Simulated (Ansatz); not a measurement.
# SiC: what the fields show

Input file:

```
crystal:
  lattice:
    - [0.0, 2.16448878273, 2.16448878273]
    - [2.16448878273, 0.0, 2.16448878273]
    - [2.16448878273, 2.16448878273, 0.0]
  atoms:
    - { symbol: Si, position: [0.0, 0.0, 0.0] }
    - { symbol: C, position: [0.75, 0.75, 0.75] }
kpoints:
  mp_grid: { grid: [10, 10, 10] }
scf:
  occupations: { method: fixed }
hamiltonian:
  xc: lda
  pseudopotentials: { kind: paw }
relax:
  f_tol: 0.002
  max_steps: 80
  cell: { p_target: 2 }
output:
  forces: true
  stress: true
  write_density: true
  write_potential: true
  elf: true
  volumetric_format: npy
```

Run with:

```sh
ansatz run input.yaml --threads 1 --pin off --max-ram 3072MiB --backend cpu --events-out ev --progress --plain --runs-dir out
```

Below, planes, directions and counts refer to the conventional cell (a = 4.32 Å, b = 4.32 Å, c = 4.32 Å, α = 90.00°, β = 90.00°, γ = 90.00°).

The fields are those of the run's last geometry, not of the input's.

Space group F-43m.

All numbers below come from DFT, LDA, PAW with Ansatz's default frozen-core files, scalar-relativistic; relaxation of cell and atoms (Ansatz).

The density is the valence pseudo-density of a PAW calculation; it isn't the true density close to the nuclei.

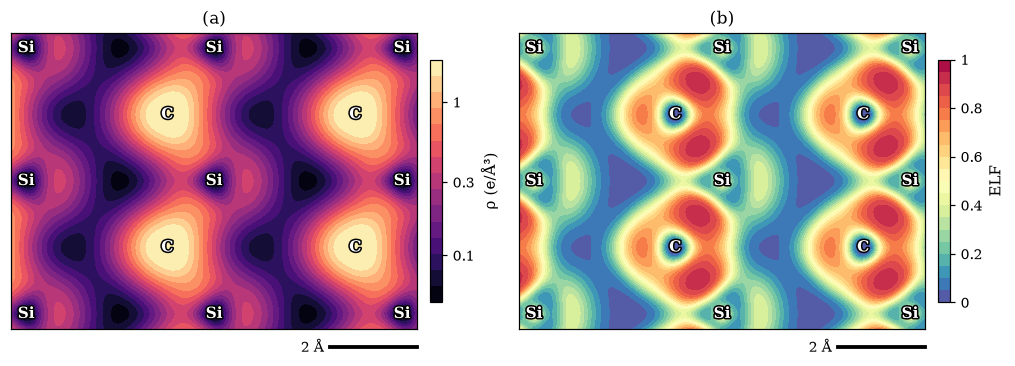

Figure 1. (a) valence charge density (pseudo); (b) electron localisation function on the (101) plane of the conventional cell.

Q: Describe what can be read from this map.

A:
- The section cuts through Si and C sites.
- Si–C (1.87 Å): the density is about 0.9 e/Å³ at the midpoint; the ELF peaks at about 0.95 between the atoms; localised, covalent bonding.
- Between the atoms the lowest density in this plane is 0.06 e/Å³.

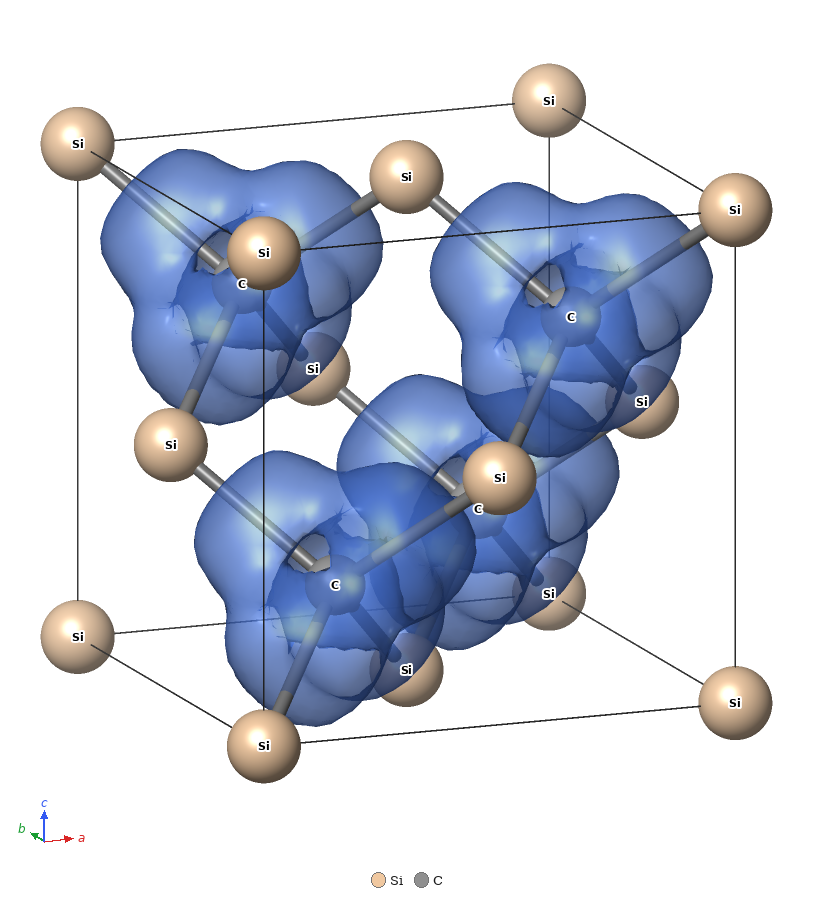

Figure 2. Isosurface of the ELF at 0.7 (blue), seen slightly off an axis. Only the valence region is drawn (cores and ρ < 0.01 e/Å³ removed). Sticks mark near contacts.

Q: Describe the localisation domains.

A: At this value the surface marks out four regions on C in which the atom's valence shell and bonds are merged, counted in one cell of 8 atoms. Regions shared between cells count once.

Q: Does the calculation make it a metal, or give it a gap?

A: It is gapped, with a Kohn–Sham gap of 1.3 eV on the k-point mesh (the band edges may lie off the mesh, which would make the gap smaller).
